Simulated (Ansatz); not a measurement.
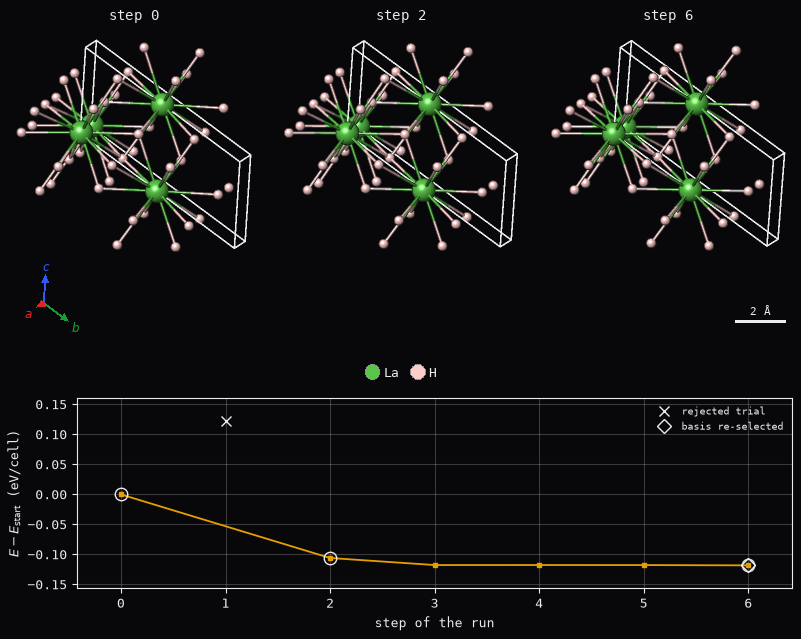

Frames of a relaxation of crystalline LaH3 (built on the database structure type), marked on the history of the run. Style: ball-and-stick. Shown: the cell of the calculation, from a free direction.

Case: shaken.

Level of theory: DFT, PBEsol, plane waves, PAW (Ansatz 0.2.0). Set-up: plane-wave cutoff 420 eV; k-point mesh 6 × 6 × 6; occupations fermi dirac; smearing width 0.05 eV; no spin polarisation; cell and atoms relaxed; force threshold 0.01 eV/Å; at most 120 steps.

What happens along the run?

Answer. An H atom moves most relative to the cell: 0.14 Å along [0 −3 −1]. Largest moves by element: H 0.14 Å, La 0.08 Å. Cell: a 3.843 → 3.877 Å (+0.9 %), b 7.850 → 7.759 Å (−1.2 %), c 3.916 → 3.911 Å (−0.1 %), α 121.2° → 120.2°, β 120.0° → 120.1°, γ 89.1° → 89.4°. Volume +0.7 %. Some distances before and after: H–La 2.664 → 2.818 Å, H–La 2.523 → 2.381 Å, H–La 2.252 → 2.379 Å, H–La 2.939 → 2.819 Å. Among the angles between lasting bonds that change: La–H–La 86.8° → 91.8°, La–H–La 104.0° → 108.9°, La–H–La 93.9° → 89.1°. Within 0.06 Å the space group is P1 at the start and C2/c at the end; at a tighter tolerance small leftover displacements or strains of the cell lower it. The energy falls by 0.118 eV per cell of the calculation in 4 accepted moves (6 points after the start). The largest force component goes from 0.64 to 0.0014 eV/Å. The pressure goes from 1.16 to 0.01 GPa. The line search rejected the trial step at point 1 of the run. At 1 point the geometry stayed and the basis and grid were re-selected for the new cell (energy shift of 0.5 meV per cell of the calculation at most each time). The run took 69 s on 2 threads of Arm Neoverse V2, with other jobs on the host, peak memory 0.47 GiB. From step 0 to 2: an H atom moves most (0.10 Å), energy −0.106 eV per cell of the calculation. From step 2 to 6: an H atom moves most (0.06 Å), volume +0.7 %, energy −12.3 meV per cell of the calculation.

| step | E − E(0), meV/atom | largest force component, eV/Å | pressure, GPa | volume, Å³/atom | note |
| --- | --- | --- | --- | --- | --- |
| 0 | 0.00 | 0.6358 | 1.16 | 10.338 |  |
| 1 | 15.32 | 1.5825 | 0.11 | 10.487 | rejected |
| 2 | -13.23 | 0.1566 | 0.66 | 10.338 |  |
| 3 | -14.70 | 0.0054 | 0.13 | 10.392 |  |
| 4 | -14.70 | 0.0027 | -0.01 | 10.411 |  |
| 5 | -14.71 | 0.0014 | 0.01 | 10.407 |  |
| 6 | -14.77 | 0.0014 | 0.01 | 10.407 | same geometry, new basis |
